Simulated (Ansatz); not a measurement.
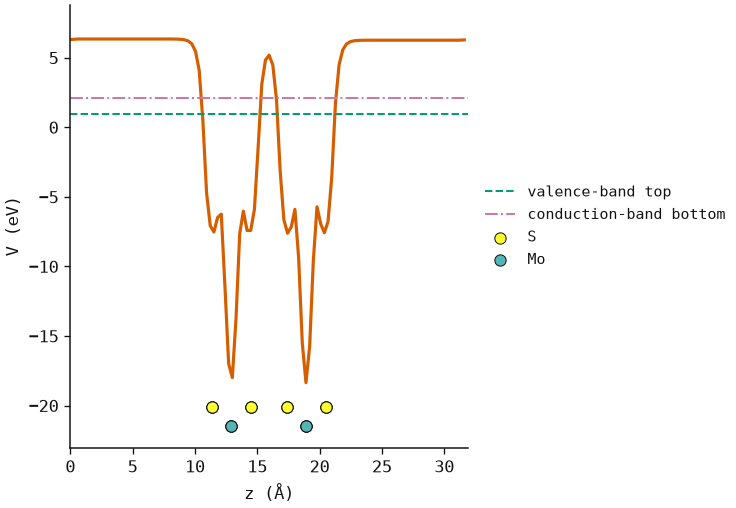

Plane-averaged electrostatic potential energy of an electron across the slab; circles at the bottom mark the heights of the atoms.

Structure: MoS2 (slab), 18 atoms in the cell.

Ansatz; DFT PBE+D3(BJ), scalar-relativistic, plane waves, PAW, no spin polarisation, 9×9×1 k mesh, 420 eV cutoff.

Question: What are the ionisation potential and the electron affinity of the slab?

Answer: From the vacuum level at the right face the ionisation potential is 5.33 eV and the electron affinity 4.14 eV; at the left face they are 5.41 and 4.23 eV. The slab's gap, their difference before rounding, is 1.18 eV.

Question: How thick are slab and vacuum?

Answer: The outermost atoms are 9.2 Å apart, which leaves 22.7 Å of vacuum in a cell 31.9 Å high.
